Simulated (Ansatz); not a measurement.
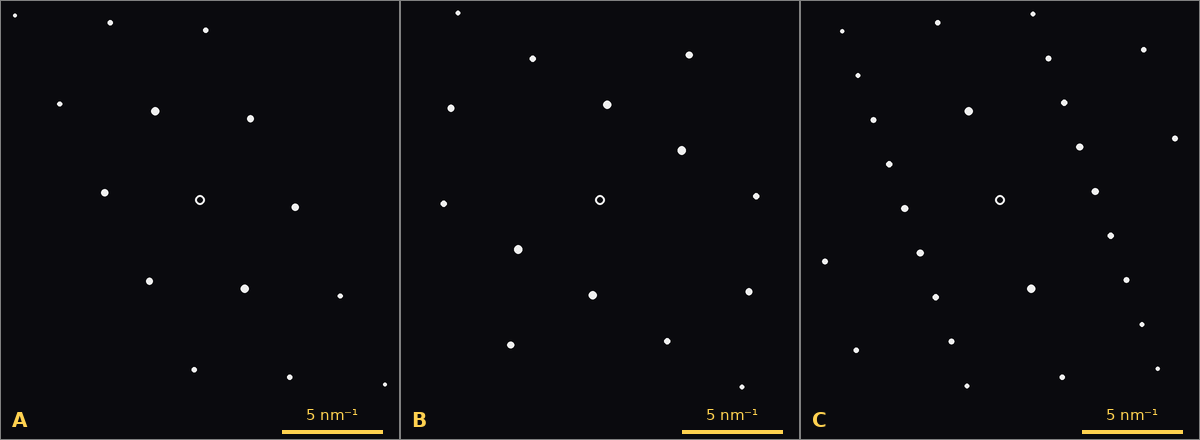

Computed electron diffraction patterns, 200 kV, single scattering only, B = 0.5 Å².

All three come from Fe, space group Fddd (No. 70), a = 2.445 Å, b = 4.569 Å, c = 8.518 Å. Structure: the input geometry of an electronic-structure calculation (not necessarily at equilibrium); the starting structure was generated, so it need not be a known form of this composition.

```json
{"atom": "Fe", "site": "8a", "symmetry": "222", "x": "0.2500", "y": "0.7500", "z": "0.7500"}
```

### Assign the zone axes [011], [101], [110] to A, B and C.

A is [011]: centred rectangular net of 1 -1 1 at d = 2.09 Å and 1 1 -1 at d = 2.09 Å, at 62.5°. B is [101]: centred rectangular net of 0 2 0 (itself extinct) at d = 2.28 Å and 1 1 -1 at d = 2.09 Å, at 62.8°. C is [110]: centred rectangular net of 0 0 2 (itself extinct) at d = 4.26 Å and 1 -1 1 at d = 2.09 Å, at 75.8°.
